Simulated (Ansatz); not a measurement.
**TiAl$_{3}$: density, localisation and related maps**

Input

```
crystal:
  lattice:
    - [-3.8155481469, 0.0, 0.0]
    - [0.0, -3.8155481469, 0.0]
    - [0.0, 0.0, 18.6079872322]
  atoms:
    - { symbol: Ti, position: [1.0, 0.0, 0.8619276137] }
    - { symbol: Ti, position: [0.5, 0.5, 0.63208025] }
    - { symbol: Ti, position: [0.0, 0.0, 0.4022328864] }
    - { symbol: Ti, position: [0.5, 0.5, 0.1723855227] }
    - { symbol: Al, position: [0.0, 0.0, 0.1723855227] }
    - { symbol: Al, position: [0.5, 0.5, 0.8619276137] }
    - { symbol: Al, position: [0.0, 0.0, 0.63208025] }
    - { symbol: Al, position: [0.5, 0.5, 0.4022328864] }
    - { symbol: Al, position: [0.5, 0.0, 0.2873092046] }
    - { symbol: Al, position: [0.0, 0.5, 0.0574618409] }
    - { symbol: Al, position: [0.5, 0.0, 0.7470039318] }
    - { symbol: Al, position: [0.0, 0.5, 0.5171565682] }
    - { symbol: Al, position: [0.0, 0.5, 0.2873092046] }
    - { symbol: Al, position: [0.5, 0.0, 0.0574618409] }
    - { symbol: Al, position: [0.0, 0.5, 0.7470039318] }
    - { symbol: Al, position: [0.5, 0.0, 0.5171565682] }
basis:
  ecutwfc: 420
kpoints:
  mp_grid: { grid: [12, 12, 3] }
hamiltonian:
  xc: pbesol
scf:
  occupations: { method: gaussian, width: 0.15 }
output:
  forces: true
  stress: true
  eigenvalues: true
  write_density: true
  write_potential: true
  elf: true
  volumetric_format: npy
```

Command:

```sh
ansatz run input.yaml --threads 2 --pin off --max-ram 5120MiB --backend cpu --events-out ev --progress --plain --runs-dir out
```

Below, planes, directions and counts refer to the conventional cell (a = 3.82 Å, b = 3.82 Å, c = 18.61 Å, α = 90.00°, β = 90.00°, γ = 90.00°).

Space group P4mm; a structure from a database of computed crystals, not necessarily the ambient phase; not relaxed (largest force 0.9 eV/Å); computed without spin polarisation.

The calculation used DFT PBEsol, scalar-relativistic, plane waves, PAW (Ansatz).

The density is the valence pseudo-density of a PAW calculation; it isn't the true density close to the nuclei.

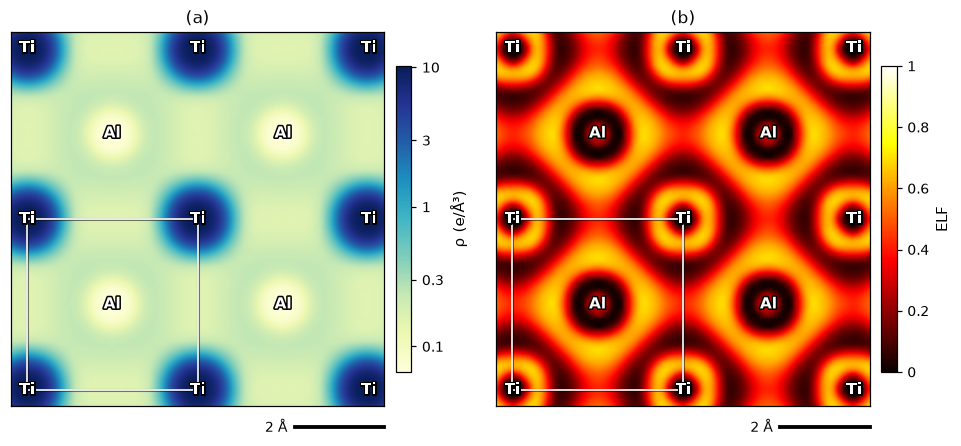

Figure 1. (a) valence charge density (pseudo); (b) ELF on the (001) plane of the conventional cell.

### Describe what can be read from this map.

The plane passes through Ti and Al nuclei. Ti–Al (2.70 Å): ρ is about 0.23 e/Å³ halfway; the ELF is about 0.35 at the midpoint. Between the atoms the lowest density in this plane is 0.15 e/Å³. The features right at Ti lie inside the PAW spheres, where the map follows smoothed inner orbitals and isn't to be read closely.

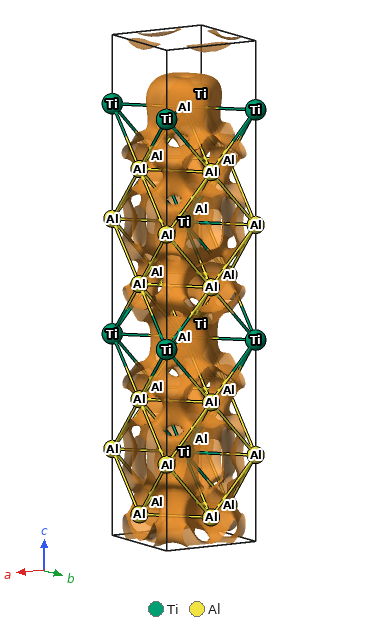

Figure 2. Isosurface of the electron localisation function at 0.6 (orange), seen at an oblique angle. Core shells and regions of very low density are left out. Sticks mark near contacts.

### Describe the localisation domains.

At this value the surface marks out sheets that run through the cell in two directions, counted in one cell of 16 atoms. Regions shared between cells count once.


 Al–Al (2.70 Å): the ELF peaks at about 0.70 between the atoms.

### Does the calculation make it a metal, or give it a gap?

It is gapless in this calculation (a metal or semimetal).
